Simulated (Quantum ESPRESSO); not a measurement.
## I: 7 runs along one coordinate

System: I (I4/mmm, 1 atom in the cell).
Method: Kohn-Sham DFT of a periodic cell, PBE, SSSP 1.3 efficiency PBE, no spin polarisation (Quantum ESPRESSO 7.5).

The 7 runs differ only in the geometry, by an even scaling of the cell at fixed fractional positions. The structure derives from a Materials Project entry.

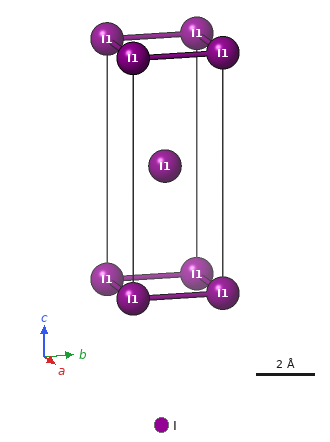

Figure 1. The structure of run 4 (ball-and-stick view of the cell 2 times as large as that of the calculation, set on its symmetry axes, seen slightly off an axis; atoms are numbered from 1 in the order of the input).

### Input of run 4
```
&CONTROL
  calculation = 'scf'
  prefix = 'pwscf'
  outdir = './tmp'
  pseudo_dir = './pseudo'
  tprnfor = .true.
  tstress = .true.
  disk_io = 'nowf'
/
&SYSTEM
  ibrav = 0
  nat = 1
  ntyp = 1
  ecutwfc = 55
  ecutrho = 440
  nbnd = 9
  occupations = 'smearing'
  smearing = 'fd'
  degauss = 0.00367493
/
&ELECTRONS
  conv_thr = 2d-10
  electron_maxstep = 120
  mixing_beta = 0.5
/
ATOMIC_SPECIES
I    126.9045 I.pbe-n-kjpaw_psl.0.2.UPF
CELL_PARAMETERS angstrom
  -1.6174560000    1.6174560000    4.2648080000
   1.6174560000   -1.6174560000    4.2648080000
   1.6174560000    1.6174560000   -4.2648080000
ATOMIC_POSITIONS crystal
I      0.0000000000    0.0000000000    0.0000000000
K_POINTS automatic
11 11 11 0 0 0
```

Command:
```bash
OMP_NUM_THREADS=1 pw.x -in pw.in > pw.out
```

Lattice vectors (Å) and fractional positions of run 4:
```
  -1.617456    1.617456    4.264808
   1.617456   -1.617456    4.264808
   1.617456    1.617456   -4.264808
I   0.000000  0.000000  0.000000
```

Run 3 differs from it as follows:
```diff
-  -1.6174560000    1.6174560000    4.2648080000
-   1.6174560000   -1.6174560000    4.2648080000
-   1.6174560000    1.6174560000   -4.2648080000
+  -1.6066002635    1.6066002635    4.2361842651
+   1.6066002635   -1.6066002635    4.2361842651
+   1.6066002635    1.6066002635   -4.2361842651
```

### Results, with one run withheld

```csv
run,volume per atom (Å³),"free energy per atom, from the lowest run given (meV)",pressure (GPa)
1,41.952,13.13,1.64
2,42.845,5.63,1.02
3,43.737,?,?
4,44.630,0.00,−0.01
5,45.522,1.16,−0.44
6,46.415,4.55,−0.81
7,47.308,9.90,−1.14
```

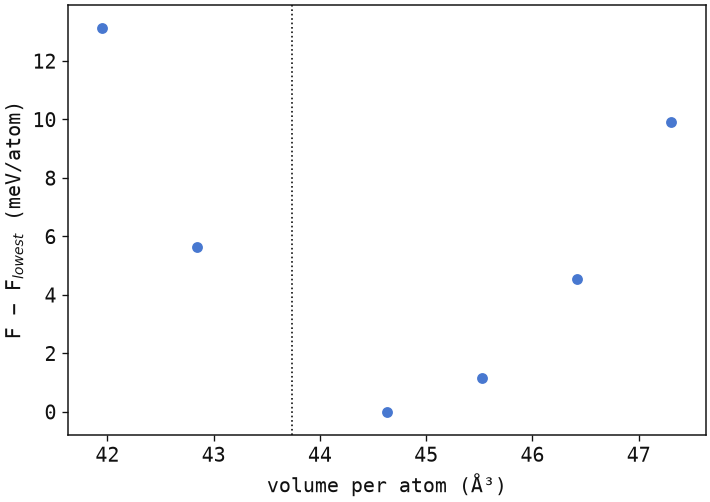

Figure 2. Free energy per atom of the runs given; the dotted line marks run 3.

What should run 3 give?

A cubic polynomial in V^(−2/3) (the Birch–Murnaghan form), fitted to the 6 runs given, misses them by at most 0.01 meV per atom. With x = V^(−2/3) − 0.07938 Å⁻², it reads F = 0.010676 − 166.94 x + 1.122e+06 x² + 9.1729e+06 x³ (meV per atom). At run 3 it gives 1.38 meV per atom, and the run itself gives 1.38. The slope of the fit gives a pressure −dF/dV of 0.49 GPa there, and the run prints 0.47 GPa. The fit has its minimum at 44.650 Å³ per atom, where V d²F/dV² gives 22.6 GPa. Cell shape and fractional positions are held, so this is the stiffness under even scaling; the relaxed bulk modulus wasn't computed and can be far lower in a crystal of layers, chains or molecules like this one.

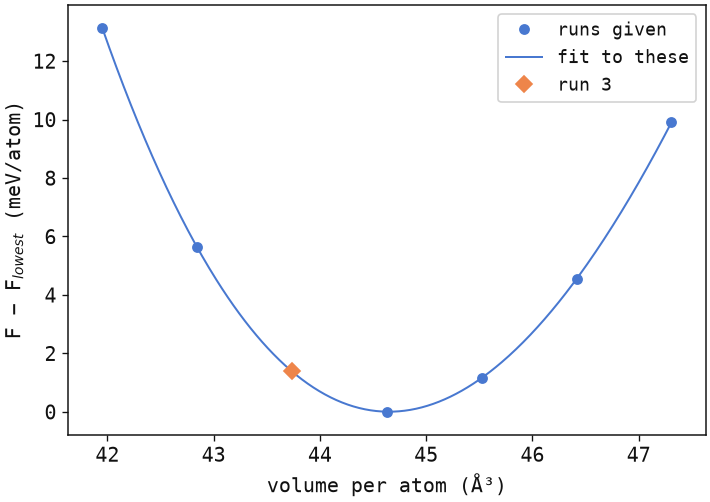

Figure 3. The fit and the withheld run.

### Some lines of the output (run 3)
```
[...]
     unit-cell volume          =     295.1529 (a.u.)^3
     number of k points=   126  Fermi-Dirac smearing, width (Ry)=  0.0037
     total energy              =    -378.90586970 Ry
     total energy              =    -378.90595215 Ry
     total energy              =    -378.90604760 Ry
     total energy              =    -378.90604927 Ry
     total energy              =    -378.90604941 Ry
     total energy              =    -378.90604942 Ry
     the Fermi energy is     3.2740 ev
!    total energy              =    -378.90604942 Ry
     The total energy is F=E-TS. E is the sum of the following terms:
     Computing stress (Cartesian axis) and pressure
          total   stress  (Ry/bohr**3)                   (kbar)     P=        4.75
```

Notes: The cell holds an odd number of electrons but the run has no spin polarisation, so it comes out as a metal.
